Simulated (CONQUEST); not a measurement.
## Molecular dynamics of HfN (part 2 of 2)

HfN (Fm-3m, 4 atoms in the cell); Kohn-Sham DFT of a periodic cell, PW91, PseudoDojo NC PBE, spin-polarised (CONQUEST 1.3); 4×4×3 k-mesh, fermi-dirac of 0.1 eV, collinear spins. The structure derives from an entry of the Crystallography Open Database. The geometry was changed: volume scaled by 1.15. The settings are looser than a standard set-up, so the numbers are not reference values.

Geometry of the input (Å; fractional positions):
```
3.3426  0.0000  0.0000
0.0000  3.3426  0.0000
0.0000  0.0000  4.7272
Hf 0.0000  0.0000  0.0000
Hf 0.5000  0.5000  0.5000
N  0.0000  0.0000  0.5000
N  0.5000  0.5000  0.0000
```

## What the program printed, continued
```
      PulayMixSC: Starting Pulay mixing, A_up =  0.300 A_dn =  0.300
      PulayMixSC: Spin populations are to be relaxed.
          Harris-Foulkes Energy            :      -133.816292307919184 Ha
          Free Energy (E-TS)               :      -133.819177532424675 Ha
      PulayMixSC: Pulay iteration     1 residual:              0.95420E-02
          Harris-Foulkes Energy            :      -133.816291885577698 Ha
          Free Energy (E-TS)               :      -133.819177139521997 Ha
      PulayMixSC: Pulay iteration     2 residual:              0.17889E-03
          Harris-Foulkes Energy            :      -133.816291923107542 Ha
          Free Energy (E-TS)               :      -133.819177035469750 Ha
      PulayMixSC: Pulay iteration     3 residual:              0.82678E-04
          Harris-Foulkes Energy            :      -133.816291771556166 Ha
          Free Energy (E-TS)               :      -133.819176904417589 Ha
      PulayMixSC: Pulay iteration     4 residual:              0.27330E-04
          Harris-Foulkes Energy            :      -133.816291611516249 Ha
          Free Energy (E-TS)               :      -133.819176755487405 Ha
      PulayMixSC: Pulay iteration     5 residual:              0.11119E-04
          Harris-Foulkes Energy            :      -133.816291718102576 Ha
          Free Energy (E-TS)               :      -133.819176860032229 Ha
      PulayMixSC: Pulay iteration     6 residual:              0.10013E-05
      PulayMixSC: Reached SCF tolerance of  0.10013E-05 after      6 iterations
      | Number of electrons (u/d)=        17.000014       17.000014
      | GS Energy as E-(1/2)TS   =      -133.817734289067403 Ha
      | Free Energy as E-TS      =      -133.819176860032229 Ha
      |* Harris-Foulkes energy   =      -133.816291718102576 Ha
      |* DFT total energy        =      -133.816291718095925 Ha

      force: Maximum force :        0.00859853(Ha/a0) on atom         2 in x direction
      force: Force Residual:        0.00794422 Ha/a0
      force: Total stress:         24.62267499    24.19156460    27.53972965 GPa
      force: Average pressure:    -25.45132308 GPa

      get_E_and_F: Change in energy during last step of electronic optimisation: -0.10659E-06
    integrate_pt: second call

    MD step:     10 KE:         0.00611750 Ha IntEnergy:        -133.81629172 Ha TotalEnergy:        -133.81017422 Ha
    Ionic temperature       :    321.96347901 K
    Maximum force:               0.00859853 Ha/a0
    Force Residual:              0.00794422 Ha/a0
    Energy change:               0.00019244 Ha
    Conserved quantity H'   :   -133.80385148 Ha
    Components of conserved quantity
    Kinetic energy          :      0.00611750 Ha
    Potential energy        :   -133.81629172 Ha
    Nose-Hoover energy      :      0.00654468 Ha

      Simulation cell dimensions:     6.3166 a0 x     6.3166 a0 x     8.9331 a0

      Atomic coordinates (a0)
         Atom         X         Y         Z  Species
            1    0.0464    6.2930    8.9269        1
            2    3.1025    3.1833    4.4772        2
            3    0.0884    0.0878    4.4360        3
            4    3.1910    3.0534    8.9055        3
    get_T_and_KE: KE:     0.006013 Ha
    get_T_and_KE: T:    316.484316 K
    get_P_and_stress:  P:   -25.120410 GPa
    get_P_and_stress: PV:     0.000000 Ha
    write_md_data: starting

    BIBLIOGRAPHY: Please consider citing the following references in the conquest.bib file

    CONQUEST:         Bowler2002pt, Miyazaki2004, Nakata2020
    Basis:            Bowler2019
    DM:               Bowler:2006xr
    Pseudopotentials: Hamann2013, Bowler2019
    MD:               Arita2014, Martyna1996, Hirakawa2017
    XC references from LibXC:
      J. P. Perdew. In P. Ziesche and H. Eschrig, editors, Proceedings of the 75. WE-Heraeus-Seminar and 21st Annual Internati
      J. P. Perdew, J. A. Chevary, S. H. Vosko, K. A. Jackson, M. R. Pederson, D. J. Singh, and C. Fiolhais.,  Phys. Rev. B 46
      J. P. Perdew. In P. Ziesche and H. Eschrig, editors, Proceedings of the 75. WE-Heraeus-Seminar and 21st Annual Internati
      J. P. Perdew, J. A. Chevary, S. H. Vosko, K. A. Jackson, M. R. Pederson, D. J. Singh, and C. Fiolhais.,  Phys. Rev. B 46

    Warnings written to file Conquest_warnings; please check
```

## File coords.dat
```
    6.3166319640     0.0000000000     0.0000000000
    0.0000000000     6.3166319640     0.0000000000
    0.0000000000     0.0000000000     8.9330665921
4
  0.0000000000   0.0000000000   0.0000000000 1 T T T
  0.5000000000   0.5000000000   0.5000000000 2 T T T
  0.0000000000   0.0000000000   0.5000000000 3 T T T
  0.5000000000   0.5000000000   0.0000000000 3 T T T
```

## File coord_next.dat
```
      6.31663196399999993      0.00000000000000000      0.00000000000000000
      0.00000000000000000      6.31663196399999993      0.00000000000000000
      0.00000000000000000      0.00000000000000000      8.93306659209999943
       4
      0.00733932840633854      0.99626454950572718      0.99931410015972999     1  T  T  T
      0.49115579173455737      0.50394854906682252      0.50119696692554683     2  T  T  T
      0.01399322710625188      0.01389243460916001      0.49658553414881723     3  T  T  T
      0.50516866368078095      0.48338354200834038      0.99691434153779046     3  T  T  T
```

## Trajectory as extended XYZ (Å, eV, eV/Å), 11 frames, from step=0 to step=10
```
4
Lattice="3.3426 0.0000 0.0000 0.0000 3.3426 0.0000 0.0000 0.0000 4.7272" Properties=species:S:1:pos:R:3:forces:R:3 step=0 time_fs=0.0 energy=-3641.36074 temperature=600.0 pressure_GPa=0.63
Hf    0.0000    0.0000    0.0000    0.0000   0.0000   0.0000
Hf    1.6713    1.6713    2.3636    0.0000   0.0000   0.0000
N     0.0000    0.0000    2.3636    0.0000   0.0000   0.0000
N     1.6713    1.6713    0.0000    0.0000   0.0000   0.0000
4
Lattice="3.3426 0.0000 0.0000 0.0000 3.3426 0.0000 0.0000 0.0000 4.7272" Properties=species:S:1:pos:R:3:forces:R:3 step=1 time_fs=1.0 energy=-3641.36023 temperature=568.8 pressure_GPa=-25.89
Hf    0.0027    3.3412    4.7268   -0.0196   0.0133  -0.0084
Hf    1.6680    1.6728    2.3642    0.0593  -0.0192  -0.0233
N     0.0056    0.0056    2.3616   -0.0336  -0.0389   0.0187
N     1.6733    1.6646    4.7253   -0.0036   0.0458   0.0214
4
Lattice="3.3426 0.0000 0.0000 0.0000 3.3426 0.0000 0.0000 0.0000 4.7272" Properties=species:S:1:pos:R:3:forces:R:3 step=2 time_fs=2.0 energy=-3641.35887 temperature=537.3 pressure_GPa=-25.83
Hf    0.0054    3.3399    4.7265   -0.0237   0.0204  -0.0193
Hf    1.6647    1.6742    2.3649    0.1040  -0.0252  -0.0393
N     0.0110    0.0111    2.3597   -0.0638  -0.0750   0.0394
N     1.6752    1.6581    4.7236   -0.0112   0.0889   0.0391
4
Lattice="3.3426 0.0000 0.0000 0.0000 3.3426 0.0000 0.0000 0.0000 4.7272" Properties=species:S:1:pos:R:3:forces:R:3 step=3 time_fs=3.0 energy=-3641.35680 temperature=506.1 pressure_GPa=-25.69
Hf    0.0080    3.3385    4.7261   -0.0361   0.0260  -0.0319
Hf    1.6616    1.6756    2.3655    0.1564  -0.0440  -0.0554
N     0.0163    0.0164    2.3578   -0.0931  -0.1100   0.0538
N     1.6771    1.6519    4.7219   -0.0146   0.1282   0.0547
4
Lattice="3.3426 0.0000 0.0000 0.0000 3.3426 0.0000 0.0000 0.0000 4.7272" Properties=species:S:1:pos:R:3:forces:R:3 step=4 time_fs=4.0 energy=-3641.35404 temperature=475.5 pressure_GPa=-25.61
Hf    0.0105    3.3372    4.7258   -0.0433   0.0319  -0.0430
Hf    1.6585    1.6770    2.3661    0.1997  -0.0485  -0.0772
N     0.0214    0.0214    2.3560   -0.1324  -0.1548   0.0684
N     1.6790    1.6459    4.7203   -0.0148   0.1640   0.0701
4
Lattice="3.3426 0.0000 0.0000 0.0000 3.3426 0.0000 0.0000 0.0000 4.7272" Properties=species:S:1:pos:R:3:forces:R:3 step=5 time_fs=5.0 energy=-3641.35061 temperature=445.7 pressure_GPa=-25.51
Hf    0.0130    3.3360    4.7255   -0.0515   0.0324  -0.0541
Hf    1.6555    1.6783    2.3667    0.2458  -0.0614  -0.0950
N     0.0262    0.0263    2.3544   -0.1711  -0.1987   0.0839
N     1.6807    1.6401    4.7188   -0.0322   0.2066   0.0853
4
Lattice="3.3426 0.0000 0.0000 0.0000 3.3426 0.0000 0.0000 0.0000 4.7272" Properties=species:S:1:pos:R:3:forces:R:3 step=6 time_fs=6.0 energy=-3641.34653 temperature=416.9 pressure_GPa=-25.40
Hf    0.0154    3.3348    4.7252   -0.0597   0.0454  -0.0583
Hf    1.6526    1.6796    2.3672    0.2852  -0.0616  -0.1134
N     0.0308    0.0309    2.3528   -0.2077  -0.2400   0.0924
N     1.6824    1.6347    4.7173   -0.0400   0.2465   0.0964
4
Lattice="3.3426 0.0000 0.0000 0.0000 3.3426 0.0000 0.0000 0.0000 4.7272" Properties=species:S:1:pos:R:3:forces:R:3 step=7 time_fs=7.0 energy=-3641.34201 temperature=389.5 pressure_GPa=-25.29
Hf    0.0178    3.3336    4.7249   -0.0644   0.0427  -0.0636
Hf    1.6498    1.6809    2.3677    0.3256  -0.0683  -0.1293
N     0.0352    0.0352    2.3513   -0.2437  -0.2804   0.1018
N     1.6841    1.6295    4.7160   -0.0511   0.2829   0.1062
4
Lattice="3.3426 0.0000 0.0000 0.0000 3.3426 0.0000 0.0000 0.0000 4.7272" Properties=species:S:1:pos:R:3:forces:R:3 step=8 time_fs=8.0 energy=-3641.33711 temperature=363.5 pressure_GPa=-25.20
Hf    0.0201    3.3324    4.7246   -0.0747   0.0459  -0.0694
Hf    1.6470    1.6821    2.3683    0.3671  -0.0778  -0.1461
N     0.0393    0.0392    2.3499   -0.2707  -0.3122   0.1129
N     1.6856    1.6246    4.7147   -0.0582   0.3178   0.1182
4
Lattice="3.3426 0.0000 0.0000 0.0000 3.3426 0.0000 0.0000 0.0000 4.7272" Properties=species:S:1:pos:R:3:forces:R:3 step=9 time_fs=9.0 energy=-3641.33201 temperature=339.1 pressure_GPa=-25.16
Hf    0.0223    3.3312    4.7242   -0.0848   0.0514  -0.0770
Hf    1.6443    1.6833    2.3688    0.4097  -0.0794  -0.1568
N     0.0432    0.0430    2.3486   -0.2912  -0.3367   0.1211
N     1.6872    1.6200    4.7136   -0.0644   0.3538   0.1278
4
Lattice="3.3426 0.0000 0.0000 0.0000 3.3426 0.0000 0.0000 0.0000 4.7272" Properties=species:S:1:pos:R:3:forces:R:3 step=10 time_fs=10.0 energy=-3641.32677 temperature=316.5 pressure_GPa=-25.12
Hf    0.0245    3.3301    4.7239   -0.0903   0.0640  -0.0833
Hf    1.6417    1.6845    2.3692    0.4422  -0.0887  -0.1656
N     0.0468    0.0464    2.3474   -0.3134  -0.3632   0.1290
N     1.6886    1.6158    4.7126   -0.0695   0.3842   0.1353
```

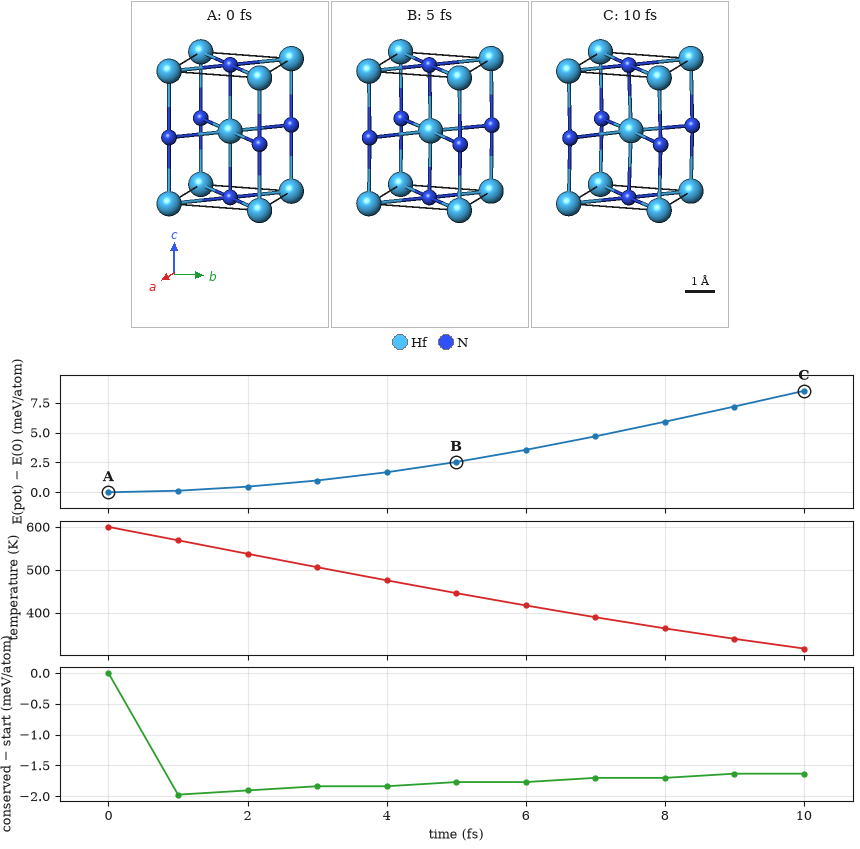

**Figure 1.** Frames of the molecular dynamics (ball-and-stick, simulation cell, seen slightly off an axis) above the curves, on which the letters mark them. The trajectory kept here has 11 frames over 10 fs. The temperature starts at 600 K, ranges from 316 to 600 K and averages 379 K over the second half. The potential energy ends 8.5 meV/atom above its first value. The conserved quantity stays within 2 meV/atom. With the common drift removed, the root-mean-square displacement is 0.05 Å.
